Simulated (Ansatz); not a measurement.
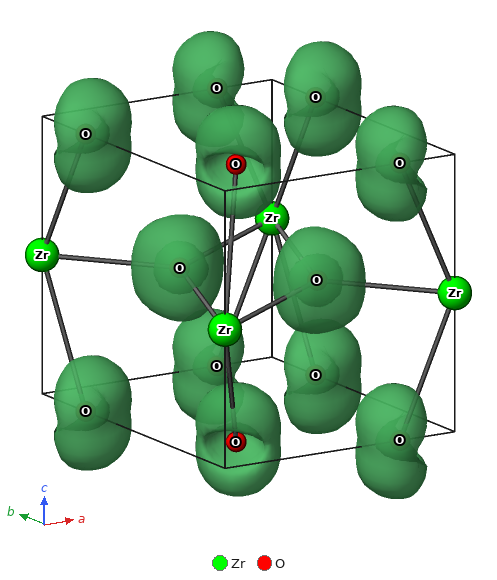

The picture shows: ZrO$_{5}$. Isosurface of the ELF at 0.75 (green), seen at an oblique angle. Only the valence region is drawn (cores and ρ < 0.01 e/Å³ removed). Sticks mark near contacts.

Space group P-62m; a structure generated by program, which may or may not match a known phase.

The calculation used DFT PBE, scalar-relativistic, plane waves, PAW in Ansatz.

Core electrons are frozen (PAW), and the valence fields are smoothed inside the atomic spheres.

Question: What do the ELF domains correspond to?

Answer: The surface consists of five regions wrapped around O (the valence shell of each), counted in one cell of 6 atoms. Any copies at cell faces, edges or corners count once.

Values along the shortest contacts:
Zr–O (2.21 Å): the ELF peaks at about 0.85 in the valence shell of O, 0.6 Å from its nucleus, and drops to about 0.20 between the two atoms; no shared electron pair shows on this line.

Question: Does the calculation give a band gap?

Answer: It is gapless in this calculation (a metal or semimetal).
